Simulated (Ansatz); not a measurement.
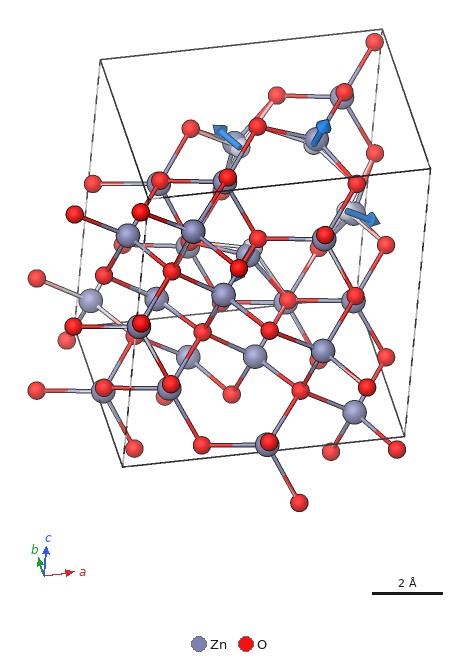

This is a relaxation of a defect cell of composition Zn₂₄O₂₃ (cell charge +2). The starting structure is drawn faded, the final one solid; blue arrows show the displacements, 5 times their true length.

The picture is a ball-and-stick view of the cell of the calculation (origin shifted), seen from a free direction.

Case: O vacancy (site b), charge +2, atoms relaxed at the host's cell.

Method: DFT PBE, scalar-relativistic, plane waves, PAW in Ansatz 0.2.0. (plane-wave cutoff 420 eV; k-point mesh 3 × 3 × 3; occupations gaussian; smearing width 0.01 eV; no spin polarisation; atoms relaxed in a fixed cell; force threshold 0.025 eV/Å; at most 45 steps)

Describe the change and its energy.

Answer. The energy falls by 0.417 eV per cell of the calculation in 4 geometry steps. The largest force component goes from 0.82 to 0.0029 eV/Å. The atom that moves furthest is a Zn atom (0.26 Å along [−1 −1 −1]). Largest moves by element: Zn 0.26 Å, O 0.02 Å. The lattice vectors keep their values. Near-neighbour distances that change, for instance: O–Zn 1.951 → 1.916 Å, O–Zn 2.033 → 2.051 Å, O–Zn 1.988 → 1.971 Å, O–Zn 2.024 → 2.037 Å. Among the angles between lasting bonds that change: Zn–O–Zn 104.6° → 96.8°, Zn–O–Zn 102.5° → 95.2°, Zn–O–Zn 105.1° → 98.2°.

Limits of the set-up: the periodic images lie only 8.4 Å apart, so the values are limited by the cell's size; the cell is charged, on a uniform background, and energies carry no finite-size correction.
